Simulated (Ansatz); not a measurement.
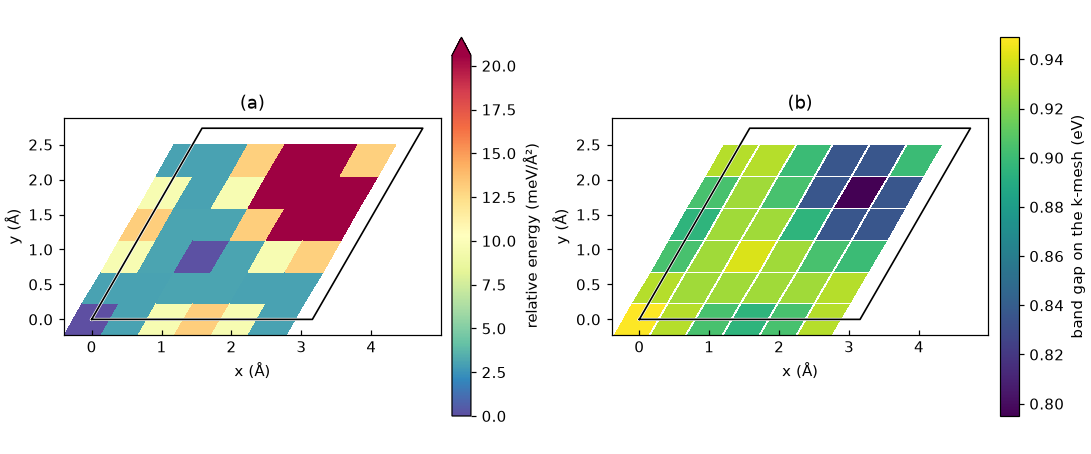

WS2 (R3m, No. 160; 9 atoms in the cell). 
- Gamma surface: rigid slide across a plane, one fault a cell; the plane is (0 0 −1) of the conventional cell, and the faces at the cut hold S and S.
- Places are given modulo a cell vector. The map is drawn in real space over the plane of the slide.
- Nothing is relaxed (rigid halves, spacing across the cut fixed).
- Grid: 6 × 6 points; 10 points were computed and 26 follow by symmetry.
- Energies are in meV/Å², from the lowest grid point.
- Computed with DFT PBE+D3(BJ), scalar-relativistic, plane waves, PAW (Ansatz). Settings: cutoff 420 eV, k-mesh 10×10×2 in the order of the run's cell vectors, gaussian smearing 0.05 eV, no spin polarisation.

Panel (a) is the energy; panel (b) is the computed band gap on the k-mesh, in eV.

The picture shows one coloured cell a grid point, the outline of one cell of the plane, one colour for all values above the top of the scale.

> How does the band gap on the k-mesh vary over the map, and what is it at the lowest grid point?

It runs from 0.80 eV at (4/6, 4/6) of the cell vectors to 0.95 eV at (0/6, 0/6) of the cell vectors. At the lowest grid point, (0/6, 0/6) of the cell vectors, it is 0.95 eV.

PAW datasets: the set soft_1.
